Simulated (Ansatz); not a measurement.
# Geometry relaxation, with input and output: W (part 2 of 2)

Continued. System: W (slab, 6 atoms in the cell). Method: DFT PBE, scalar-relativistic, plane waves, PAW, no spin polarisation (Ansatz 0.2.0); cutoff 420 eV, 13×13×1 k-mesh, Gaussian smearing of 0.1 eV. The structure derives from an entry of the Crystallography Open Database.

Geometry of the input (Å; fractional positions):
```
2.7570  0.0000  0.0000
-0.9190  2.5994  0.0000
0.0000  0.0000  26.2556
W  0.5000  0.5000  0.2857
W  0.0000  0.0000  0.3714
W  0.5000  0.5000  0.4571
W  0.0000  0.0000  0.5429
W  0.5000  0.5000  0.6286
W  0.0000  0.0000  0.7143
```

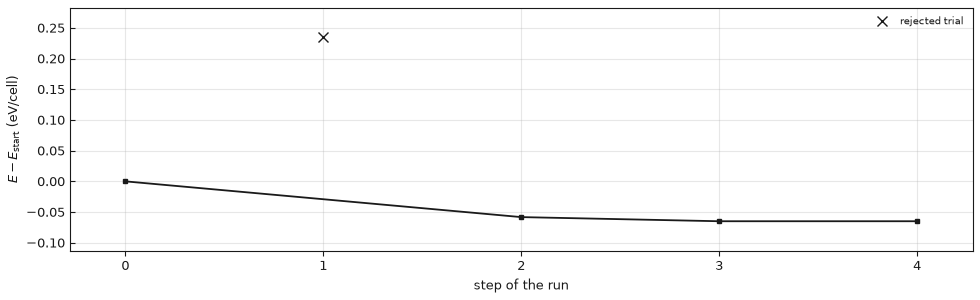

*Progress of the relaxation, step by step (the first geometry is step 0 here and step 1 in the log).*

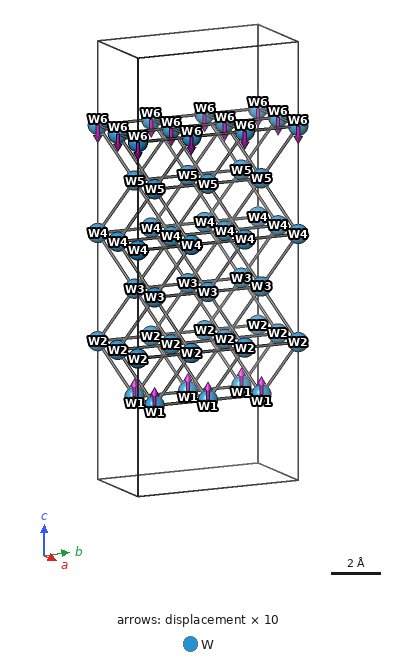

*The starting structure with the displacements as pink arrows, magnified 10 times (ball-and-stick view of the 2 × 3 repeat of the cell, with the vacuum cut short, seen slightly off an axis).*

The largest moves, 0.078 Å, are those of W1 and W6. The cell doesn't change. Among the contacts that change: W1–W2 2.757 → 2.686 Å, W2–W3 2.757 → 2.766 Å. Among the angles that change: W2–W1–W2 70.5° → 72.7°. Over 4 geometry steps the energy falls by 65.0 meV per cell of the calculation. Largest force component: 0.76 eV/Å at the start, 0.017 eV/Å at the end. The line search rejected the trial step at point 1 (counted from 0) and went back. (Atoms are counted from 1 in the order of the input.)

```
WARN: The output density's exchange-correlation potential varies sharply where the density is thin. Do not read a vacuum level from v_tot or v_xc, or from such a field of the output density. On a cell that repeats whose density bears no net charge and no dipole along the vacuum's axis use v_es (v_loc + v_h of the components); under efield.dipole_correction with no amplitude use v_es + v_field, which holds any external_charges[].barrier, or the levels of the report's work_function block, which leave it out; under a non-zero efield.amplitude the vacuum is tilted and has no level; on a cell that repeats and bears such a dipole with no correction it is tilted too, and efield.dipole_correction with no amplitude gives each side of its ramp a level where efield: is served; in a cell that repeats whose density bears a net charge (total_charge, or a fill off its count) it is curved and has none; of a slab under crystal.periodic whose density bears no net charge use v_es, which has a level on each side, short of where the two are joined; of another it falls or rises all the way out and has none; of a slab beside external_charges read slab_vacuum_level instead, which it has where they leave it neutral. The grid or the basis barely resolves most such structure, and the values can differ between equally converged runs; as a rule a tighter scf.convergence.dr2_threshold does not remove it. Where the density itself ripples (under the LDA too) a higher basis.ecutwfc lessens it. The files hold the spikes' plane waves up to the density's cutoff. Files: v_tot_of_output_density and the like, and their columns of v_z.tsv (output.write_potential); v_xc_of_output_density and the like, and their columns of v_comp_z.tsv (output.write_potential_components). Measured: with its Gaussian average of σ = 0.25 Å subtracted twice, the exchange-correlation potential is over 0.1 eV at 100 of the grid points where the equally averaged density (valence and model cores) is under 1e-3 e/Å³, and 0.339 eV at the most among them, at an averaged density of 4.6e-8 e/Å³. The input density's (outcome.potential() and, of a run that writes arrays, v_tot and v_xc) is over 0.1 eV, so measured, at 2 points of its own thin density, 0.109 eV at the most. See output.write_potential in the manual, Limitations
SCF converged after 4 iterations
Free energy (F): -62306.060346 eV
Harris-Foulkes:  -62306.060347 eV  (|F-HF|=5.92e-8)
Internal energy: -62306.045316 eV  (E = F + TS)
E sigma→0 (E₀):  -62306.052831 eV
Entropy (-TS):   -0.015031 eV (-2.505 meV/atom)
Fermi energy:    9.118632 eV
Dipole field:    D = 0.000001 V/Å  (p = 0.000001 e·Å, saw-weighted, corrected)
Work function:   Φ+ = 4.8279 eV   Φ− = 4.8280 eV
Levels:          The Fermi level and band energies are counted from a zero that moves with the ramp; work functions are not
--- Per-component energies (eV) ---
  E_band       = -1611.167290
  E_kinetic    = 2691.103656
  E_local      = -98948.730545  (includes V_loc(G=0)·N_el)
  E_nonlocal   = 4.935339
  E_hartree    = 48408.674719
  E_xc         = -1596.918029
  E_vxc        = -1426.484084  (∫ρ·V_xc dr)
  E_paw        = -51374.656848  (= ΣΔE_a)
  E_vpaw       = -749.365062  (= ΣTr[D̂ρ^β])
  E_aug_tail   = -0.000365  (compensation charges beyond the density's cutoff)
  E_efield     = 0.000000  (sawtooth field / dipole correction)
  E_vefield    = 0.000000  (∫n·V_field dr)
  E_ewald      = 38509.546758
  E_smearing   = -0.015031  (= −TS)
  E_closure    = 0.000000  (closes the sum)
  Σ components = -62306.060346   (vs F -62306.060346, Δ=0.00e0)
--- Forces (eV/Å), atoms counted from 1 ---
  atom   1  W     -0.00000000     0.00000000    -0.01230018
  atom   2  W     -0.00000000    -0.00000000     0.01716380
  atom   3  W      0.00000000     0.00000000    -0.00612356
  atom   4  W      0.00000000    -0.00000000     0.00612381
  atom   5  W      0.00000000     0.00000000    -0.01716399
  atom   6  W      0.00000000    -0.00000000     0.01229984
  max |Σ_I F_I| component: 2.81e-7 eV/Å
--- Band table (eV; the first three rows and the last of 49) ---
  k-point 0: bands = ["-65.0153", "-64.9785", "-64.9427", "-64.9167", "-64.7635", "-64.7635", "-29.8127", "-29.6579", "-29.4083", "-29.0741", "-29.0272", "-28.9569", "-28.8477", "-28.7858", "-28.7212", "-28.6712", "-28.6709", "-28.6666", "-28.6638", "-28.6631", "-28.5193", "-28.5162", "-28.3809", "-28.3809", "-0.1778", "0.5749", "1.6958", "2.6915", "3.0339", "3.0819", "5.6792", "5.9503", "6.4693", "7.1323", "7.3414", "7.6093", "7.6610", "7.8692", "7.9875", "7.9889", "8.0399", "8.0990", "8.7620", "9.2694", "9.8312", "10.0115", "10.7288", "10.7780", "11.0974", "11.1225", "11.3139"]
  k-point 1: bands = ["-65.0102", "-64.9741", "-64.9392", "-64.9143", "-64.7606", "-64.7605", "-29.7929", "-29.6474", "-29.4162", "-29.1146", "-29.0430", "-28.9678", "-28.8478", "-28.8363", "-28.7058", "-28.7006", "-28.6986", "-28.6947", "-28.6834", "-28.6818", "-28.5416", "-28.5348", "-28.4066", "-28.4066", "0.0281", "0.7705", "1.8847", "2.8915", "3.2394", "3.2917", "5.7270", "5.9845", "6.4863", "7.1332", "7.1389", "7.4053", "7.6583", "7.7537", "7.7618", "7.8342", "8.1369", "8.3585", "8.9736", "8.9955", "9.4429", "10.2333", "10.5399", "10.6070", "10.9554", "10.9889", "11.1604"]
  k-point 2: bands = ["-64.9960", "-64.9619", "-64.9293", "-64.9077", "-64.7524", "-64.7524", "-29.7364", "-29.6219", "-29.4482", "-29.2222", "-29.1043", "-29.0324", "-28.9602", "-28.8391", "-28.7872", "-28.7863", "-28.7520", "-28.7488", "-28.7163", "-28.6678", "-28.6218", "-28.5964", "-28.4438", "-28.4428", "0.6102", "1.3085", "2.3801", "3.4035", "3.7913", "3.8472", "5.8286", "6.0300", "6.4619", "6.7711", "7.0078", "7.1281", "7.2493", "7.3968", "7.5998", "7.6118", "8.2804", "8.5055", "8.7927", "8.9320", "9.6004", "10.3966", "10.4460", "10.5802", "10.8181", "10.8951", "10.9553"]
  k-point 48: bands = ["-64.8948", "-64.8640", "-64.8354", "-64.8192", "-64.6618", "-64.6617", "-29.8429", "-29.7771", "-29.6758", "-29.5637", "-29.4769", "-29.4675", "-29.3987", "-29.3589", "-29.3501", "-29.3417", "-29.2740", "-29.1776", "-29.1274", "-28.9409", "-28.9239", "-28.9189", "-28.7322", "-28.6545", "3.1555", "3.5298", "3.6299", "3.7938", "3.9407", "4.1913", "4.6658", "4.6776", "5.1828", "5.8601", "6.5001", "6.5661", "7.8743", "8.0246", "9.5048", "9.7247", "9.7992", "9.9874", "10.5470", "10.5826", "11.0456", "11.5911", "11.7219", "13.1090", "13.3732", "13.3928", "13.8274"]
--- Relaxed structure (5 steps of the walk, 4 accepted, 0 SCFs on fresh bases) ---
  F+E_penalty+E_count = -62306.06034646 eV   max|allowed force component| = 1.716e-2 eV/Å
  atoms:
    - { symbol: W, position: [0.5, 0.5, 0.2886197367227152] }
    - { symbol: W, position: [7.04394196500061e-20, 2.1131825894858197e-19, 0.3710153374151248] }
    - { symbol: W, position: [0.5, 0.5, 0.45717065850387834] }
    - { symbol: W, position: [7.461165035173846e-21, 2.2383495105369405e-20, 0.5428293408705227] }
    - { symbol: W, position: [0.5, 0.5, 0.6289846625549408] }
    - { symbol: W, position: [5.543586965759264e-19, 1.6630760897164753e-18, 0.7113802639328184] }
```

## Trajectory as extended XYZ (Å, eV, eV/Å), 5 frames, from step=1 to step=5
```
6
Lattice="2.7570 0.0000 0.0000 -0.9190 2.5994 0.0000 0.0000 0.0000 26.2556" Properties=species:S:1:pos:R:3:forces:R:3 step=1 energy=-62305.99538
W     0.9190    1.2997    7.5000    0.0000   0.0000   0.7086
W     0.0000    0.0000    9.7511    0.0000   0.0000  -0.7558
W     0.9190    1.2997   12.0022    0.0000   0.0000   0.0959
W     0.0000    0.0000   14.2533    0.0000   0.0000  -0.0959
W     0.9190    1.2997   16.5045    0.0000   0.0000   0.7558
W     0.0000    0.0000   18.7556    0.0000   0.0000  -0.7086
6
Lattice="2.7570 0.0000 0.0000 -0.9190 2.5994 0.0000 0.0000 0.0000 26.2556" Properties=species:S:1:pos:R:3:forces:R:3 step=2 energy=-62305.76024 accepted=F
W     0.9190    1.2997    7.6914    0.0000   0.0000  -1.8675
W     0.0000    0.0000    9.6919    0.0000   0.0000   2.0697
W     0.9190    1.2997   11.9965    0.0000   0.0000  -0.0917
W     0.0000    0.0000   14.2591    0.0000   0.0000   0.0917
W     0.9190    1.2997   16.5637    0.0000   0.0000  -2.0697
W     0.0000    0.0000   18.5641    0.0000   0.0000   1.8675
6
Lattice="2.7570 0.0000 0.0000 -0.9190 2.5994 0.0000 0.0000 0.0000 26.2556" Properties=species:S:1:pos:R:3:forces:R:3 step=3 energy=-62306.05361
W     0.9190    1.2997    7.5933    0.0000   0.0000  -0.2489
W     0.0000    0.0000    9.7324    0.0000   0.0000   0.3039
W     0.9190    1.2997   12.0022    0.0000   0.0000  -0.0354
W     0.0000    0.0000   14.2534    0.0000   0.0000   0.0354
W     0.9190    1.2997   16.5231    0.0000   0.0000  -0.3039
W     0.0000    0.0000   18.6623    0.0000   0.0000   0.2489
6
Lattice="2.7570 0.0000 0.0000 -0.9190 2.5994 0.0000 0.0000 0.0000 26.2556" Properties=species:S:1:pos:R:3:forces:R:3 step=4 energy=-62306.06034
W     0.9190    1.2997    7.5779    0.0000   0.0000  -0.0118
W     0.0000    0.0000    9.7412    0.0000   0.0000   0.0174
W     0.9190    1.2997   12.0033    0.0000   0.0000  -0.0071
W     0.0000    0.0000   14.2523    0.0000   0.0000   0.0071
W     0.9190    1.2997   16.5144    0.0000   0.0000  -0.0174
W     0.0000    0.0000   18.6777    0.0000   0.0000   0.0118
6
Lattice="2.7570 0.0000 0.0000 -0.9190 2.5994 0.0000 0.0000 0.0000 26.2556" Properties=species:S:1:pos:R:3:forces:R:3 step=5 energy=-62306.06035
W     0.9190    1.2997    7.5779    0.0000   0.0000  -0.0123
W     0.0000    0.0000    9.7412    0.0000   0.0000   0.0172
W     0.9190    1.2997   12.0033    0.0000   0.0000  -0.0061
W     0.0000    0.0000   14.2523    0.0000   0.0000   0.0061
W     0.9190    1.2997   16.5144    0.0000   0.0000  -0.0172
W     0.0000    0.0000   18.6777    0.0000   0.0000   0.0123
```

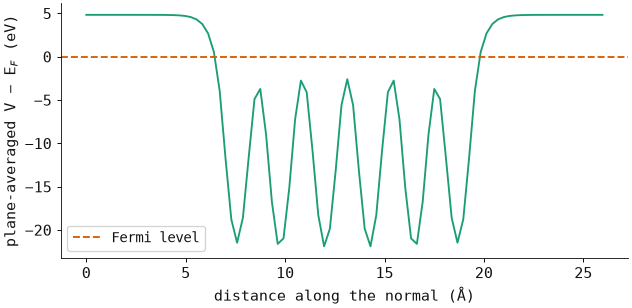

*Plane average of the electrostatic potential energy of an electron across the cell, from the Fermi level.*

The vacuum level lies 4.83 eV above the Fermi level.

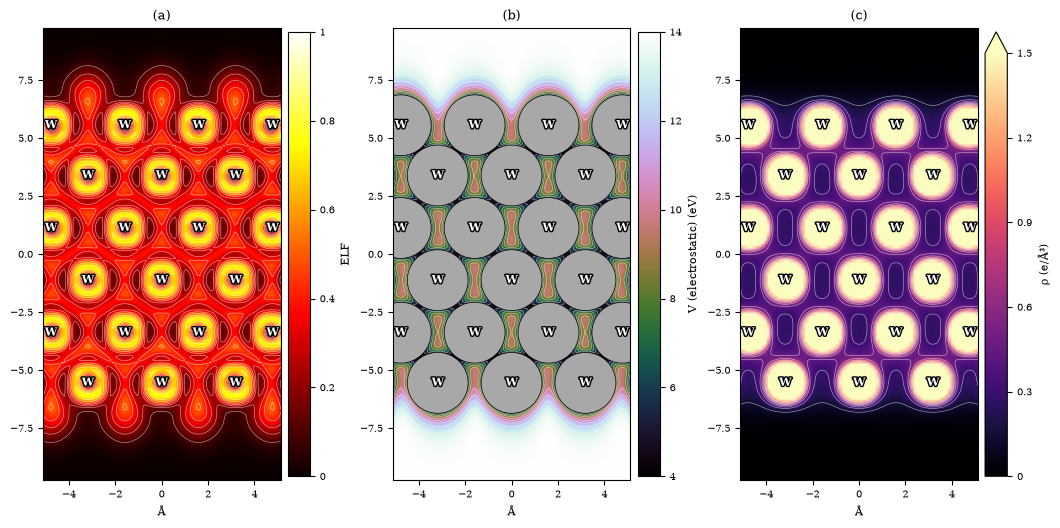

*(a) ELF; (b) electrostatic potential energy of an electron; (c) valence charge density (pseudo) on the (11̄0) plane of the calculation cell, a cut from vacuum to vacuum. Grey discs, where drawn, cover atomic cores.*

Atoms in the plane: W. W–W (2.76 Å): ρ at the midpoint is about 0.41 e/Å³; the ELF is about 0.40 at the midpoint, as expected for metallic bonding. The density dies away to nearly zero in the vacuum. The strong features right at W lie inside the PAW spheres (semicore, d or f shells) and say nothing about bonding. In a PAW calculation such maps are meaningful between the atoms, not at the nuclei.

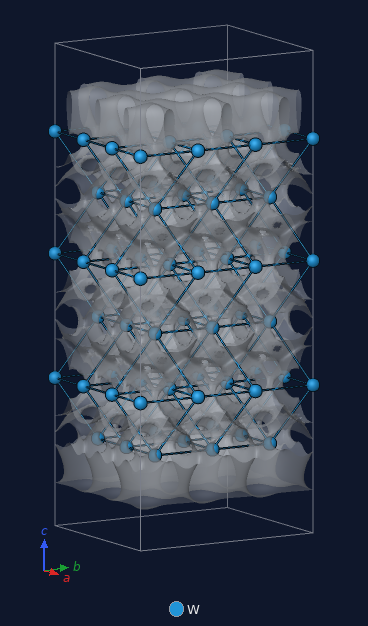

*Isosurface of the electron localisation function at 0.4 (grey), seen slightly off an axis. Only the valence region is drawn (cores and ρ < 0.01 e/Å³ removed). Sticks mark near contacts.*

Counts are for one cell; the picture repeats the cell along the surface. Profiles from the grid: W–W (2.69 Å): the ELF is about 0.40 at the midpoint, which marks metallic bonding.

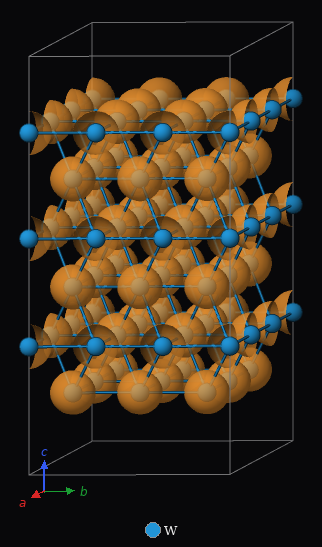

*Isosurface of the valence electron density at 1 e/Å³ (orange), seen slightly off an axis. Sticks mark near contacts.*

At this value the density breaks into separate islands; it holds about 65 % of the electrons treated as valence (semicore included). It is pinched off along the W–W (2.69 Å) and W–W (2.76 Å) contacts. On the grid the lowest density along these lines, outside the cores, is 0.47 e/Å³ (W–W, 2.69 Å) and 0.41 e/Å³ (W–W, 2.76 Å).

## Summary

| quantity | value |
| --- | --- |
| outcome | converged |
| electrons treated | 84 |
| free energy | −62306.0603 eV |
| work function, top face | 4.83 eV |
| work function, bottom face | 4.83 eV |
| Fermi energy | 9.119 eV |
| gap on the k-point mesh | none (metallic) |
| final volume | 188.16 Å³ |
| work function (upper face) | 4.83 eV |
| largest force (length of the vector) at the end | 0.017 eV/Å |
| hardware | 1 thread of Arm Neoverse V1, 24 GiB of memory available, shared host |
| wall time | 4.7 min |
| peak memory | 0.59 GiB |

## Remarks

Warnings of the run: the exchange-correlation potential is rough where the density is thin. Spin–orbit coupling is left out, which matters for W.
